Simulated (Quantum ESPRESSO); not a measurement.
**Run report: TiAl, density-of-states run (part 1 of 2)**

The run: density-of-states run of TiAl (Pm-3m, 2 atoms in the cell). Method and program: Kohn-Sham DFT of a periodic cell, PBEsol, GBRV 1.5 PBEsol, no spin polarisation (Quantum ESPRESSO 7.5).

The structure derives from a Materials Project entry.

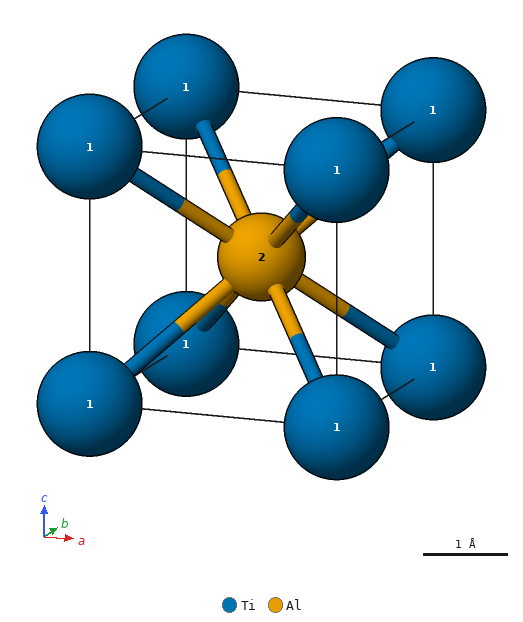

**Figure 1.** The structure (ball-and-stick view of the cell of the calculation, seen slightly off an axis; atoms are numbered from 1 in the order of the input).

**The input**
```
&CONTROL
  calculation = 'scf'
  prefix = 'pwscf'
  outdir = './tmp'
  pseudo_dir = './pseudo'
  tprnfor = .true.
  tstress = .true.
  disk_io = 'low'
/
&SYSTEM
  ibrav = 0
  nat = 2
  ntyp = 2
  ecutwfc = 45
  ecutrho = 360
  nbnd = 13
  occupations = 'smearing'
  smearing = 'mv'
  degauss = 0.00367493
/
&ELECTRONS
  conv_thr = 4d-10
  electron_maxstep = 120
  mixing_beta = 0.5
/
ATOMIC_SPECIES
Ti    47.8670 ti_pbesol_v1.4.uspp.F.UPF
Al    26.9815 al_pbesol_v1.uspp.F.UPF
CELL_PARAMETERS angstrom
   3.1790640000    0.0000000000    0.0000000000
   0.0000000000    3.1790640000    0.0000000000
   0.0000000000    0.0000000000    3.1790640000
ATOMIC_POSITIONS crystal
Ti     0.0000000000    0.0000000000    0.0000000000
Al     0.5000000000    0.5000000000    0.5000000000
K_POINTS automatic
8 8 8 0 0 0
```

**File nscf.in**
```
&CONTROL
  calculation = 'nscf'
  prefix = 'pwscf'
  outdir = './tmp'
  pseudo_dir = './pseudo'
  disk_io = 'low'
/
&SYSTEM
  ibrav = 0
  nat = 2
  ntyp = 2
  ecutwfc = 45
  ecutrho = 360
  nbnd = 13
  occupations = 'tetrahedra_opt'
/
&ELECTRONS
  conv_thr = 1d-08
  electron_maxstep = 120
  mixing_beta = 0.5
/
ATOMIC_SPECIES
Ti    47.8670 ti_pbesol_v1.4.uspp.F.UPF
Al    26.9815 al_pbesol_v1.uspp.F.UPF
CELL_PARAMETERS angstrom
   3.1790640000    0.0000000000    0.0000000000
   0.0000000000    3.1790640000    0.0000000000
   0.0000000000    0.0000000000    3.1790640000
ATOMIC_POSITIONS crystal
Ti     0.0000000000    0.0000000000    0.0000000000
Al     0.5000000000    0.5000000000    0.5000000000
K_POINTS automatic
12 12 12 0 0 0
```

**File dos.in**
```
&DOS
  prefix = 'pwscf'
  outdir = './tmp'
  fildos = 'dos.dat'
  Emin = -4
  Emax = 21
  DeltaE = 0.05
/
```

Hardware: 1 thread of Arm Neoverse V2, 24 GiB of memory available, shared host.

Launched with:
```bash
OMP_NUM_THREADS=1 pw.x -in pw.in > pw.out
OMP_NUM_THREADS=1 pw.x -in nscf.in > nscf.out
OMP_NUM_THREADS=1 dos.x -in dos.in > dos.out
```

**What the program printed**
```
This program is part of the open-source Quantum ESPRESSO suite
     for quantum simulation of materials; please cite
         "P. Giannozzi et al., J. Phys.:Condens. Matter 21 395502 (2009);
         "P. Giannozzi et al., J. Phys.:Condens. Matter 29 465901 (2017);
         "P. Giannozzi et al., J. Chem. Phys. 152 154105 (2020);
          URL
     in publications or presentations arising from this work. More details at

     Message from routine setup:
     using ibrav=0 with symmetry is DISCOURAGED, use correct ibrav instead

     G-vector sticks info
     --------------------
     sticks:   dense  smooth     PW     G-vecs:    dense   smooth      PW
     Sum        1041     517    169                25173     8829    1575

     Using Slab Decomposition

     bravais-lattice index     =            0
     lattice parameter (alat)  =       6.0076  a.u.
     unit-cell volume          =     216.8175 (a.u.)^3
     number of atoms/cell      =            2
     number of atomic types    =            2
     number of electrons       =        15.00
     number of Kohn-Sham states=           13
     kinetic-energy cutoff     =      45.0000  Ry
     charge density cutoff     =     360.0000  Ry
     scf convergence threshold =      4.0E-10
     mixing beta               =       0.5000
     number of iterations used =            8  plain     mixing
     Exchange-correlation= SLA  PW   PSX  PSC
                           (   1   4  10   8   0   0   0)

     celldm(1)=   6.007560  celldm(2)=   0.000000  celldm(3)=   0.000000
     celldm(4)=   0.000000  celldm(5)=   0.000000  celldm(6)=   0.000000

     crystal axes: (cart. coord. in units of alat)
               a(1) = (   1.000000   0.000000   0.000000 )
               a(2) = (   0.000000   1.000000   0.000000 )
               a(3) = (   0.000000   0.000000   1.000000 )

     reciprocal axes: (cart. coord. in units 2 pi/alat)
               b(1) = (  1.000000  0.000000  0.000000 )
               b(2) = (  0.000000  1.000000  0.000000 )
               b(3) = (  0.000000  0.000000  1.000000 )

     PseudoPot. # 1 for Ti read from file:
     ti_pbesol_v1.4.uspp.F.UPF
     Pseudo is Ultrasoft + core correction, Zval = 12.0
     Generated by new atomic code, or converted to UPF format
     Using radial grid of  851 points,  6 beta functions with:
                l(1) =   0
                l(2) =   0
                l(3) =   1
                l(4) =   1
                l(5) =   2
                l(6) =   2
     Q(r) pseudized with  6 coefficients,  rinner =    1.000   1.000   1.000
                                                       1.000   1.000

     PseudoPot. # 2 for Al read from file:
     al_pbesol_v1.uspp.F.UPF
     Pseudo is Ultrasoft + core correction, Zval =  3.0
     Generated by new atomic code, or converted to UPF format
     Using radial grid of  893 points,  3 beta functions with:
                l(1) =   0
                l(2) =   1
                l(3) =   2
     Q(r) pseudized with  8 coefficients,  rinner =    0.900   0.900   0.900
                                                       0.900   0.900

     atomic species   valence    mass     pseudopotential
     Ti               12.00    47.86700     Ti( 1.00)
     Al                3.00    26.98150     Al( 1.00)

     48 Sym. Ops., with inversion, found

   Cartesian axes

     site n.     atom                  positions (alat units)
         1        Ti     tau(   1) = (   0.0000000   0.0000000   0.0000000  )
         2        Al     tau(   2) = (   0.5000000   0.5000000   0.5000000  )

     number of k points=    35  Marzari-Vanderbilt smearing, width (Ry)=  0.0037
                       cart. coord. in units 2pi/alat
        k(    1) = (   0.0000000   0.0000000   0.0000000), wk =   0.0039062
        k(    2) = (   0.0000000   0.0000000   0.1250000), wk =   0.0234375
        k(    3) = (   0.0000000   0.0000000   0.2500000), wk =   0.0234375
        k(    4) = (   0.0000000   0.0000000   0.3750000), wk =   0.0234375
        k(    5) = (   0.0000000   0.0000000  -0.5000000), wk =   0.0117188
        k(    6) = (   0.0000000   0.1250000   0.1250000), wk =   0.0468750
        k(    7) = (   0.0000000   0.1250000   0.2500000), wk =   0.0937500
        k(    8) = (   0.0000000   0.1250000   0.3750000), wk =   0.0937500
        k(    9) = (   0.0000000   0.1250000  -0.5000000), wk =   0.0468750
        k(   10) = (   0.0000000   0.2500000   0.2500000), wk =   0.0468750
        k(   11) = (   0.0000000   0.2500000   0.3750000), wk =   0.0937500
        k(   12) = (   0.0000000   0.2500000  -0.5000000), wk =   0.0468750
        k(   13) = (   0.0000000   0.3750000   0.3750000), wk =   0.0468750
        k(   14) = (   0.0000000   0.3750000  -0.5000000), wk =   0.0468750
        k(   15) = (   0.0000000  -0.5000000  -0.5000000), wk =   0.0117188
        k(   16) = (   0.1250000   0.1250000   0.1250000), wk =   0.0312500
        k(   17) = (   0.1250000   0.1250000   0.2500000), wk =   0.0937500
        k(   18) = (   0.1250000   0.1250000   0.3750000), wk =   0.0937500
        k(   19) = (   0.1250000   0.1250000  -0.5000000), wk =   0.0468750
        k(   20) = (   0.1250000   0.2500000   0.2500000), wk =   0.0937500
        k(   21) = (   0.1250000   0.2500000   0.3750000), wk =   0.1875000
        k(   22) = (   0.1250000   0.2500000  -0.5000000), wk =   0.0937500
        k(   23) = (   0.1250000   0.3750000   0.3750000), wk =   0.0937500
        k(   24) = (   0.1250000   0.3750000  -0.5000000), wk =   0.0937500
        k(   25) = (   0.1250000  -0.5000000  -0.5000000), wk =   0.0234375
        k(   26) = (   0.2500000   0.2500000   0.2500000), wk =   0.0312500
        k(   27) = (   0.2500000   0.2500000   0.3750000), wk =   0.0937500
        k(   28) = (   0.2500000   0.2500000  -0.5000000), wk =   0.0468750
        k(   29) = (   0.2500000   0.3750000   0.3750000), wk =   0.0937500
        k(   30) = (   0.2500000   0.3750000  -0.5000000), wk =   0.0937500
        k(   31) = (   0.2500000  -0.5000000  -0.5000000), wk =   0.0234375
        k(   32) = (   0.3750000   0.3750000   0.3750000), wk =   0.0312500
        k(   33) = (   0.3750000   0.3750000  -0.5000000), wk =   0.0468750
        k(   34) = (   0.3750000  -0.5000000  -0.5000000), wk =   0.0234375
        k(   35) = (  -0.5000000  -0.5000000  -0.5000000), wk =   0.0039062

     Dense  grid:    25173 G-vectors     FFT dimensions: (  40,  40,  40)

     Smooth grid:     8829 G-vectors     FFT dimensions: (  25,  25,  25)

     Check: negative core charge=   -0.000007

     Initial potential from superposition of free atoms

     starting charge      13.9976, renormalised to      15.0000

     negative rho (up, down):  7.393E-04 0.000E+00
     Starting wfcs are   14 randomized atomic wfcs

     Self-consistent Calculation

     iteration #  1     ecut=    45.00 Ry     beta= 0.50
     Davidson diagonalization with overlap
     ethr =  1.00E-02,  avg # of iterations =  3.7

     negative rho (up, down):  1.113E-03 0.000E+00

     total energy              =    -125.64374866 Ry
     estimated scf accuracy    <       0.55163579 Ry

     iteration #  2     ecut=    45.00 Ry     beta= 0.50
     Davidson diagonalization with overlap
     ethr =  3.68E-03,  avg # of iterations =  2.7

     negative rho (up, down):  6.242E-04 0.000E+00

     total energy              =    -125.77488939 Ry
     estimated scf accuracy    <       0.36661560 Ry

     iteration #  3     ecut=    45.00 Ry     beta= 0.50
     Davidson diagonalization with overlap
     ethr =  2.44E-03,  avg # of iterations =  1.7

     negative rho (up, down):  5.363E-04 0.000E+00

     total energy              =    -125.84639885 Ry
     estimated scf accuracy    <       0.00616814 Ry

     iteration #  4     ecut=    45.00 Ry     beta= 0.50
     Davidson diagonalization with overlap
     ethr =  4.11E-05,  avg # of iterations =  2.9

     negative rho (up, down):  5.365E-04 0.000E+00

     total energy              =    -125.84831005 Ry
     estimated scf accuracy    <       0.00060123 Ry

     iteration #  5     ecut=    45.00 Ry     beta= 0.50
     Davidson diagonalization with overlap
     ethr =  4.01E-06,  avg # of iterations =  3.6

     negative rho (up, down):  5.211E-04 0.000E+00

     total energy              =    -125.84843849 Ry
     estimated scf accuracy    <       0.00009793 Ry

     iteration #  6     ecut=    45.00 Ry     beta= 0.50
     Davidson diagonalization with overlap
     ethr =  6.53E-07,  avg # of iterations =  2.1

     negative rho (up, down):  5.214E-04 0.000E+00

     total energy              =    -125.84846337 Ry
     estimated scf accuracy    <       0.00002283 Ry

     iteration #  7     ecut=    45.00 Ry     beta= 0.50
     Davidson diagonalization with overlap
     ethr =  1.52E-07,  avg # of iterations =  1.2

     negative rho (up, down):  5.215E-04 0.000E+00

     total energy              =    -125.84846451 Ry
     estimated scf accuracy    <       0.00000227 Ry

     iteration #  8     ecut=    45.00 Ry     beta= 0.50
     Davidson diagonalization with overlap
     ethr =  1.51E-08,  avg # of iterations =  2.1

     negative rho (up, down):  5.215E-04 0.000E+00

     total energy              =    -125.84846490 Ry
     estimated scf accuracy    <       0.00000002 Ry

     iteration #  9     ecut=    45.00 Ry     beta= 0.50
     Davidson diagonalization with overlap
     ethr =  1.54E-10,  avg # of iterations =  2.7

     negative rho (up, down):  5.215E-04 0.000E+00

     total energy              =    -125.84846491 Ry
     estimated scf accuracy    <          4.2E-09 Ry

     iteration # 10     ecut=    45.00 Ry     beta= 0.50
     Davidson diagonalization with overlap
     ethr =  2.82E-11,  avg # of iterations =  1.0

     negative rho (up, down):  5.215E-04 0.000E+00

     total energy              =    -125.84846491 Ry
     estimated scf accuracy    <          2.4E-09 Ry

     iteration # 11     ecut=    45.00 Ry     beta= 0.50
     Davidson diagonalization with overlap
     ethr =  1.58E-11,  avg # of iterations =  1.7

     negative rho (up, down):  5.215E-04 0.000E+00

     End of self-consistent calculation

          k = 0.0000 0.0000 0.0000 (  1141 PWs)   bands (ev):

   -45.2942 -21.6008 -21.6008 -21.6008   2.0528   9.9206   9.9206  13.1473
    13.1473  13.1473  15.7255  15.7255  15.7255

          k = 0.0000 0.0000 0.1250 (  1109 PWs)   bands (ev):

   -45.2920 -21.6267 -21.5985 -21.5985   2.3018   9.7660  10.0299  12.7595
    12.7595  13.1761  14.8855  16.2966  16.2966
```
